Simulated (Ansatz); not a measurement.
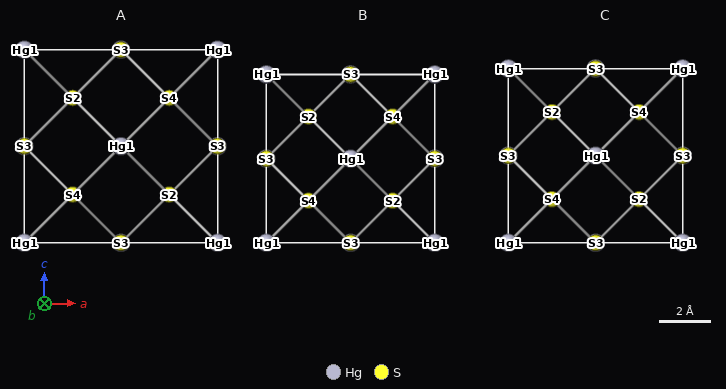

3 geometries from one relaxation of a crystal of HgS3 (a generated structure, set up in Fm-3m) (coarse preliminary run), in shuffled order. The picture is a ball-and-stick view of the conventional cell (4 times the calculation's cell), seen along the b axis. Lengths and directions refer to the drawn axes.

Computed with DFT PBE, scalar-relativistic, plane waves, PAW (Ansatz 0.2.0). Settings: plane-wave cutoff 420 eV; k-point mesh 4 × 4 × 4; occupations gaussian; smearing width 0.1 eV; no spin polarisation; cell and atoms relaxed; force threshold 0.04 eV/Å; at most 70 steps.

Order the frames from highest to lowest energy.

A, C, B. They are steps 0, 2, 5, at +449 meV per atom, +40.3 meV per atom relative to the last. Over 4 accepted moves (5 points after the start) the energy falls by 449 meV per atom. All forces vanish by symmetry, so only the cell relaxes. Pressure: −9.88 GPa at the start and −0.14 GPa at the end. The SCF was repeated once at an unchanged geometry on a basis and grid sized afresh for the cell, which shifted the energy by 0.6 meV per atom at most. No atom moves by more than 0.005 Å relative to the cell. The volume changes by −33.8 %, with a = b = c 7.648 → 6.667 Å (−12.8 %). Near-neighbour distances that change, for instance: Hg1–S2 3.312 → 2.887 Å, S2–S3 3.312 → 2.887 Å. The space group stays Fm-3m (No. 225). Cost: 8.6 s on 1 thread of Arm Neoverse V1, with other jobs on the host, peak memory 0.35 GiB.
